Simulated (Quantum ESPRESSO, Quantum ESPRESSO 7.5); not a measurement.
**Thickness dependence of 2H-WS2**

Aim: screening, gap and ionisation potential of 2H-WS2 against the number of layers.

Calculated with Quantum ESPRESSO 7.5; plane-wave DFT, PBE, GBRV ultrasoft pseudopotentials (geometry by pw.x at PBE-D3(BJ), GBRV ultrasoft).

## (1) The structure

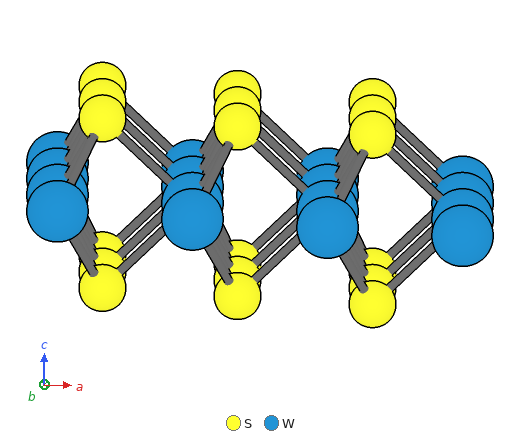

The cell as given, nearly edge on (sulfur yellow, tungsten blue). 3×3×1 cells are drawn. Bonds to atoms that aren't drawn are left out. Some periodic images of atoms are drawn too.

The cell holds 3 atoms: 2 S and 1 W. Cell: a = 3.180 Å, b = 3.180 Å, c = 20.476 Å, α = 90.0°, β = 90.0°, γ = 120.0°. It derives from WS2. Vacuum lies along c.

## (2) Variable-cell relaxation, 1 layer

Cell and atoms are relaxed with a D3(BJ) correction; only the in-plane cell moves (cell_dofree = 2Dxy), and the cutoff is raised for the stress.

The input, n1.relax.in:

```
&control
  prefix = 'n1.relax'
  outdir = './out'
  pseudo_dir = './pseudo'
  nstep = 50
  forc_conv_thr = 0.0004
  calculation = 'vc-relax'
  etot_conv_thr = 1e-06
/
&system
  ibrav = 0
  nat = 3
  ntyp = 2
  ecutwfc = 50
  ecutrho = 250
  vdw_corr = 'grimme-d3'
  dftd3_version = 4
  occupations = 'smearing'
  smearing = 'fd'
  degauss = 0.004
/
&electrons
  conv_thr = 1e-09
  mixing_beta = 0.4
  electron_maxstep = 120
  mixing_mode = 'plain'
/
&ions
/
&cell
  cell_dofree = '2Dxy'
  press_conv_thr = 0.3
/
ATOMIC_SPECIES
  S   32.0600  s_pbe_v1.4.uspp.F.UPF
  W   183.8400  w_pbe_v1.2.uspp.F.UPF
CELL_PARAMETERS angstrom
  3.18000000000000 0.00000000000000 0.00000000000000
  -1.59000000000000 2.75396078403451 0.00000000000000
  0.00000000000000 0.00000000000000 20.47562023241895
ATOMIC_POSITIONS crystal
  S   0.333333333333 0.666666666667 0.415127840012
  W   0.000000000000 0.000000000000 0.500000000000
  S   0.333333333333 0.666666666667 0.584872159988
K_POINTS automatic
  12 12 1 0 0 0
```

Run with:

```sh
> OMP_NUM_THREADS=1 mpirun -n 4 pw.x -nk 4 -in n1.relax.in > n1.relax.out
```

Log:

```text
Program PWSCF v.7.5 starts
[citation notice left out]

     Parallel version (MPI & OpenMP), running on       4 processor cores
     Number of MPI processes:                 4
     Threads/MPI process:                     1

     MPI processes distributed on     1 nodes
[...]
Current dimensions of program PWSCF are:
     Max number of different atomic species (ntypx) = 10
     Max number of k-points (npk) =  40000
     Max angular momentum in pseudopotentials (lmaxx) =  4
     Message from routine setup:
     using ibrav=0 with symmetry is DISCOURAGED, use correct ibrav instead

     K-points division:     npool     =       4
     Subspace diagonalization in iterative solution of the eigenvalue problem:
     a serial algorithm will be used

     G-vector sticks info
     --------------------
     sticks:   dense  smooth     PW     G-vecs:    dense   smooth      PW
     Sum         625     499    151                80643    57961    9653

     Using Slab Decomposition

     bravais-lattice index     =            0
     lattice parameter (alat)  =       6.0093  a.u.
     unit-cell volume          =    1210.0924 (a.u.)^3
     number of atoms/cell      =            3
     number of atomic types    =            2
     number of electrons       =        26.00
     number of Kohn-Sham states=           17
     kinetic-energy cutoff     =      50.0000  Ry
     charge density cutoff     =     250.0000  Ry
     scf convergence threshold =      1.0E-09
     mixing beta               =       0.4000
     number of iterations used =            8  plain     mixing
     energy convergence thresh.=      1.0E-06
     force convergence thresh. =      4.0E-04
     press convergence thresh. =      3.0E-01
     Exchange-correlation= SLA  PW   PBE  PBE
                           (   1   4   3   4   0   0   0)
     nstep                     =           50

     celldm(1)=   6.009329  celldm(2)=   0.000000  celldm(3)=   0.000000
     celldm(4)=   0.000000  celldm(5)=   0.000000  celldm(6)=   0.000000

     crystal axes: (cart. coord. in units of alat)
               a(1) = (   1.000000   0.000000   0.000000 )
               a(2) = (  -0.500000   0.866025   0.000000 )
               a(3) = (   0.000000   0.000000   6.438874 )

     reciprocal axes: (cart. coord. in units 2 pi/alat)
               b(1) = (  1.000000  0.577350 -0.000000 )
               b(2) = (  0.000000  1.154701  0.000000 )
               b(3) = (  0.000000 -0.000000  0.155307 )

     PseudoPot. # 1 for S  read from file:
     ./pseudo/s_pbe_v1.4.uspp.F.UPF
     Pseudo is Ultrasoft + core correction, Zval =  6.0
     Generated by new atomic code, or converted to UPF format
     Using radial grid of  907 points,  6 beta functions with:
                l(1) =   0
                l(2) =   0
                l(3) =   1
                l(4) =   1
                l(5) =   2
                l(6) =   2
     Q(r) pseudized with  8 coefficients,  rinner =    1.300   1.300   1.300
                                                       1.300   1.300

     PseudoPot. # 2 for W  read from file:
     ./pseudo/w_pbe_v1.2.uspp.F.UPF
     Pseudo is Ultrasoft + core correction, Zval = 14.0
     Generated by new atomic code, or converted to UPF format
     Using radial grid of  923 points,  8 beta functions with:
                l(1) =   0
                l(2) =   0
                l(3) =   0
                l(4) =   1
                l(5) =   1
                l(6) =   2
                l(7) =   2
                l(8) =   3
     Q(r) pseudized with  6 coefficients,  rinner =    1.350   1.350   1.350
                                                       1.350   1.350   1.350
                                                       1.350

     atomic species   valence    mass     pseudopotential
     S                 6.00    32.06000     S ( 1.00)
     W                14.00   183.84000     W ( 1.00)

     12 Sym. Ops. (no inversion) found

   Cartesian axes

     site n.     atom                  positions (alat units)
         1        S      tau(   1) = (  -0.0000000   0.5773503   2.6729560  )
         2        W      tau(   2) = (   0.0000000   0.0000000   3.2194371  )
         3        S      tau(   3) = (  -0.0000000   0.5773503   3.7659183  )

     --------------------------------------------
     DFT-D3 Dispersion Correction (3-body terms):
     --------------------------------------------
       Reference C6 values for interpolation:

         atom   Coordination number   C6
         S          0.000           268.01
         S          0.995           261.99
         S          1.990           251.62
         W          0.000          1628.72
         W          1.929          1086.81
         W         10.915           796.19

       Values used:

         atom   Coordination number  R0_AB[au]  C6      C8
         S          3.491            3.128    251.62  12327.25
         W          9.573            3.766    796.19 128250.55
         S          3.491            3.128    251.62  12327.25

         Molecular C6 ( Ry / a.u.^6 ) =      3588.74

     number of k points=    19  Fermi-Dirac smearing, width (Ry)=  0.0040
                       cart. coord. in units 2pi/alat
        k(    1) = (   0.0000000   0.0000000   0.0000000), wk =   0.0138889
        k(    2) = (   0.0000000   0.0962250   0.0000000), wk =   0.0833333
        k(    3) = (   0.0000000   0.1924501   0.0000000), wk =   0.0833333
        k(    4) = (   0.0000000   0.2886751   0.0000000), wk =   0.0833333
        k(    5) = (   0.0000000   0.3849002   0.0000000), wk =   0.0833333
        k(    6) = (   0.0000000   0.4811252   0.0000000), wk =   0.0833333
        k(    7) = (   0.0000000  -0.5773503   0.0000000), wk =   0.0416667
        k(    8) = (   0.0833333   0.1443376   0.0000000), wk =   0.0833333
        k(    9) = (   0.0833333   0.2405626   0.0000000), wk =   0.1666667
        k(   10) = (   0.0833333   0.3367877   0.0000000), wk =   0.1666667
[...]
k(   19) = (   0.3333333   0.5773503   0.0000000), wk =   0.0277778

     Dense  grid:    80643 G-vectors     FFT dimensions: (  32,  32, 200)

     Smooth grid:    57961 G-vectors     FFT dimensions: (  27,  27, 180)

     Estimated max dynamical RAM per process >     205.20 MB

     Estimated total dynamical RAM >     761.73 MB

     Check: negative core charge=   -0.000001

     Initial potential from superposition of free atoms

     starting charge      25.8996, renormalised to      26.0000

     negative rho (up, down):  6.148E-02 0.000E+00
     Starting wfcs are   21 randomized atomic wfcs

[...]
atom    3 type  1   force =    -0.00000000   -0.00000000   -0.07204272

     Total force =     0.101884     Total SCF correction =     0.000014

     Computing stress (Cartesian axis) and pressure

     negative rho (up, down):  6.682E-02 0.000E+00
          total   stress  (Ry/bohr**3)                   (kbar)     P=      -31.84
  -0.00013136  -0.00000000   0.00000000          -19.32       -0.00        0.00
  -0.00000000  -0.00013136   0.00000000           -0.00      -19.32        0.00
   0.00000000   0.00000000  -0.00038663            0.00        0.00      -56.87

     Energy error            =      2.0E-02 Ry
     Gradient error          =      7.2E-02 Ry/Bohr
     Cell gradient error     =      1.9E+01 kbar

     number of scf cycles    =   2
     number of bfgs steps    =   1

     enthalpy           old  =    -207.5514074178 Ry
     enthalpy           new  =    -207.5718636017 Ry

     CASE: enthalpy          _new < enthalpy          _old

     new trust radius        =       0.1138912162 bohr
     new conv_thr            =       0.0000000010 Ry

     new unit-cell volume =   1185.04105 a.u.^3 (   175.60497 Ang^3 )
     density =      2.34474 g/cm^3

CELL_PARAMETERS (angstrom)
   3.146911640  -0.000000000   0.000000000
  -1.573455820   2.725305424   0.000000000
   0.000000000   0.000000000  20.475620232

ATOMIC_POSITIONS (crystal)
S                0.3333333333        0.6666666667        0.4207471230
W               -0.0000000000       -0.0000000000        0.5000000000
S                0.3333333333        0.6666666667        0.5792528770

[...]
NEW-OLD atomic charge density approx. for the potential
     New effective cutoffs (rho, wfc):  255.18   51.03

     Check: negative core charge=   -0.000001

     negative rho (up, down):  6.698E-02 0.000E+00

     total cpu time spent up to now is       48.1 secs

     per-process dynamical memory:    87.8 Mb

     Self-consistent Calculation

     iteration #  1     ecut=    50.00 Ry     beta= 0.40
     Davidson diagonalization with overlap
     ethr =  1.00E-06,  avg # of iterations =  9.9

     negative rho (up, down):  6.700E-02 0.000E+00

     total cpu time spent up to now is       51.7 secs

     total energy              =    -207.58356754 Ry
     estimated scf accuracy    <       0.00308729 Ry

[...]
iteration # 11     ecut=    50.00 Ry     beta= 0.40
[...]
negative rho (up, down):  6.699E-02 0.000E+00

[...]
End of self-consistent calculation

[...]
the Fermi energy is     0.3460 ev

!    total energy              =    -207.58468357 Ry
     estimated scf accuracy    <          1.7E-10 Ry
     smearing contrib. (-TS)   =      -0.00000000 Ry
     internal energy E=F+TS    =    -207.58468357 Ry

     The total energy is F=E-TS. E is the sum of the following terms:
     one-electron contribution =   -1157.94495139 Ry
     hartree contribution      =     578.70064005 Ry
     xc contribution           =     -58.15486616 Ry
     ewald contribution        =     429.88191025 Ry
     DFT-D3 Dispersion         =      -0.06741632 Ry

     convergence has been achieved in  11 iterations

     negative rho (up, down):  6.699E-02 0.000E+00

     Forces acting on atoms (cartesian axes, Ry/au):

     atom    1 type  1   force =     0.00000000    0.00000000    0.03017679
     atom    2 type  2   force =     0.00000000    0.00000000    0.00000000
     atom    3 type  1   force =     0.00000000    0.00000000   -0.03017679

     Total force =     0.042676     Total SCF correction =     0.000043

     Computing stress (Cartesian axis) and pressure

     negative rho (up, down):  6.699E-02 0.000E+00
          total   stress  (Ry/bohr**3)                   (kbar)     P=      -10.74
  -0.00002941  -0.00000000  -0.00000000           -4.33       -0.00       -0.00
  -0.00000000  -0.00002941  -0.00000000           -0.00       -4.33       -0.00
   0.00000000   0.00000000  -0.00016012            0.00        0.00      -23.55

     Energy error            =      1.3E-02 Ry
     Gradient error          =      3.0E-02 Ry/Bohr
     Cell gradient error     =      4.3E+00 kbar

     number of scf cycles    =   3
     number of bfgs steps    =   2

     enthalpy           old  =    -207.5718636017 Ry
     enthalpy           new  =    -207.5846835731 Ry

     CASE: enthalpy          _new < enthalpy          _old

     new trust radius        =       0.0790455391 bohr
     new conv_thr            =       0.0000000008 Ry

     new unit-cell volume =   1179.01881 a.u.^3 (   174.71256 Ang^3 )
     density =      2.35671 g/cm^3

CELL_PARAMETERS (angstrom)
   3.138905335  -0.000000000   0.000000000
  -1.569452668   2.718371760   0.000000000
   0.000000000   0.000000000  20.475620232

ATOMIC_POSITIONS (crystal)
S                0.3333333333        0.6666666667        0.4227899963
W               -0.0000000000       -0.0000000000        0.5000000000
S                0.3333333333        0.6666666667        0.5772100037

[...]
NEW-OLD atomic charge density approx. for the potential
     New effective cutoffs (rho, wfc):  256.48   51.29

     Check: negative core charge=   -0.000001

     negative rho (up, down):  6.704E-02 0.000E+00

     total cpu time spent up to now is       70.7 secs

     per-process dynamical memory:    87.8 Mb

[...]
!    total energy              =    -207.58684692 Ry
[...]
Total force =     0.004108     Total SCF correction =     0.000007
[...]
number of bfgs steps    =   3
[...]
new trust radius        =       0.0083148652 bohr
[...]
!    total energy              =    -207.58696885 Ry
[...]
Total force =     0.002036     Total SCF correction =     0.000024
[...]
number of bfgs steps    =   4
[...]
new trust radius        =       0.0122543632 bohr
[...]
!    total energy              =    -207.58706930 Ry
[...]
Total force =     0.004218     Total SCF correction =     0.000013
[...]
number of bfgs steps    =   5
[...]
new trust radius        =       0.0134797995 bohr
[...]
!    total energy              =    -207.58714969 Ry
[...]
Total force =     0.003607     Total SCF correction =     0.000012
[...]
number of bfgs steps    =   6
[...]
new trust radius        =       0.0113647120 bohr
[...]
!    total energy              =    -207.58718321 Ry
[...]
Total force =     0.001025     Total SCF correction =     0.000004
[...]
number of bfgs steps    =   7
[...]
new trust radius        =       0.0014334740 bohr
[...]
!    total energy              =    -207.58718443 Ry
[...]
Total force =     0.000215     Total SCF correction =     0.000013
[...]
number of bfgs steps    =   8
[...]
new trust radius        =       0.0003668916 bohr
[...]
!    total energy              =    -207.58718451 Ry
[...]
Total force =     0.000000     Total SCF correction =     0.000007
[...]
Self-consistent Calculation

     iteration #  1     ecut=    50.00 Ry     beta= 0.40
     Davidson diagonalization with overlap
     ethr =  1.00E-06,  avg # of iterations = 14.7

     negative rho (up, down):  6.332E-02 0.000E+00

     total cpu time spent up to now is      191.4 secs

     total energy              =    -207.57301556 Ry
     estimated scf accuracy    <       0.10749821 Ry

[...]
iteration #  6     ecut=    50.00 Ry     beta= 0.40
[...]
[key lines of the parts left out:]
total energy              =    -207.58710299 Ry
the Fermi energy is     0.3186 ev
convergence has been achieved in   6 iterations
```

The job ended after 3.7 min (4 MPI ranks of Arm Neoverse V1, shared host; peak memory 0.95 GiB).

Step by step:

| step | energy less that of the first step (eV) | largest force (eV/Å) | volume (Å³) |
| --- | --- | --- | --- |
| 1 | 0.0000 | 2.6621 | 179.32 |
| 2 | -0.2783 | 1.8523 | 177.44 |
| 3 | -0.4527 | 0.7759 | 175.60 |
| 4 | -0.4822 | 0.0747 | 174.71 |
| 5 | -0.4838 | 0.0370 | 175.14 |
| 6 | -0.4852 | 0.0767 | 175.76 |
| 7 | -0.4863 | 0.0656 | 176.45 |
| 8 | -0.4868 | 0.0186 | 177.03 |
| 9 | -0.4868 | 0.0039 | 177.04 |
| 10 | -0.4868 | 0.0000 | 177.02 |
| 11 | -0.4861 | 0.0001 | 177.02 |

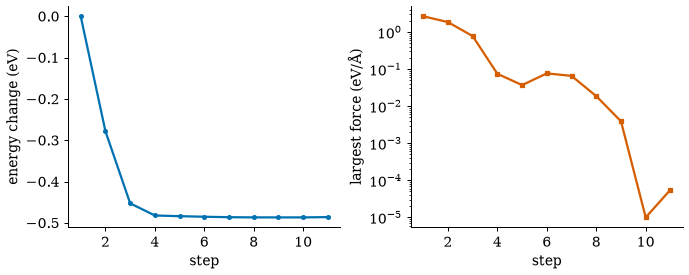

Energy and largest force along the relaxation.

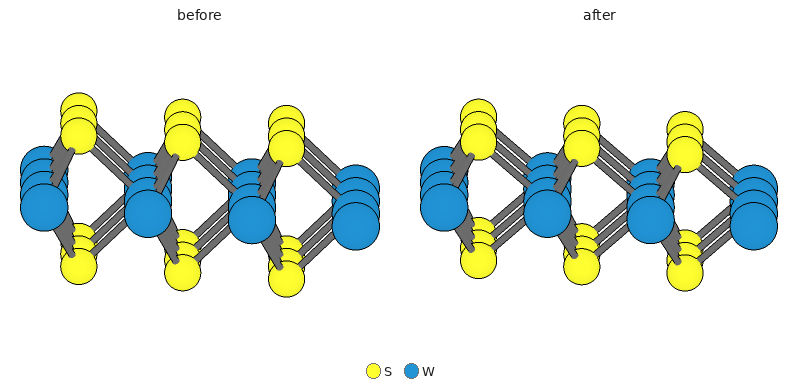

The structure before and after the relaxation, drawn at the same scale. Bonds to atoms that aren't drawn are left out.

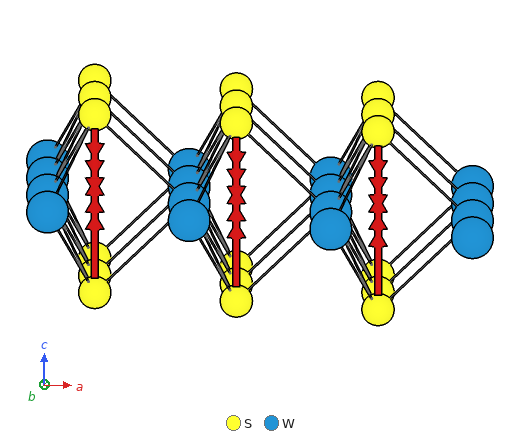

Displacements in the relaxation, exaggerated, measured against the changing cell; the longest in the cell stands for 0.16 Å. Bonds to atoms that aren't drawn are left out. 3×3×1 cells are drawn. Some periodic images of atoms are drawn too.

| cell as run | before | after | change |
| --- | --- | --- | --- |
| a (Å) | 3.180 | 3.160 | -0.6 % |
| b (Å) | 3.180 | 3.160 | -0.6 % |

The atoms that moved most (Å, along periodic axes as changes of fractional coordinates times the final cell, across vacuum about the mean position):

| atom | dx | dy | dz | length |
| --- | --- | --- | --- | --- |
| S1 | 0.000 | 0.000 | 0.161 | 0.161 |
| S3 | 0.000 | 0.000 | -0.161 | 0.161 |

The relaxed structure:

```
CELL_PARAMETERS angstrom
3.15955 0.00000 0.00000
-1.57977 2.73625 0.00000
0.00000 0.00000 20.47562
ATOMIC_POSITIONS crystal
S 0.33333 0.66667 0.42298
W 0.00000 0.00000 0.50000
S 0.33333 0.66667 0.57702
```

 The last row is no step: it is a fresh SCF in the final cell with a new plane-wave basis, +1 meV from the row before.

This step gave:

| Property | Result |
| --- | --- |
| free energy | -2824.3668 eV |
| Fermi energy | 0.3185 eV |

[end of part 1 of 8]

[Logs are printed without paths, hosts, clocks, repeated set-up lines and the standing remarks that a program may print on its own settings, such as how far it seeks lower states.]

[Hosts, paths, dates, database ids (printed as entryN), source tags and the programs' standing remarks are cut or masked in the printed files.]

[Maps of the electrostatic potential energy from Ansatz leave out the sawtooth potential of an applied field or a dipole correction, so their vacuum need not be flat; planar profiles and work functions include it.]
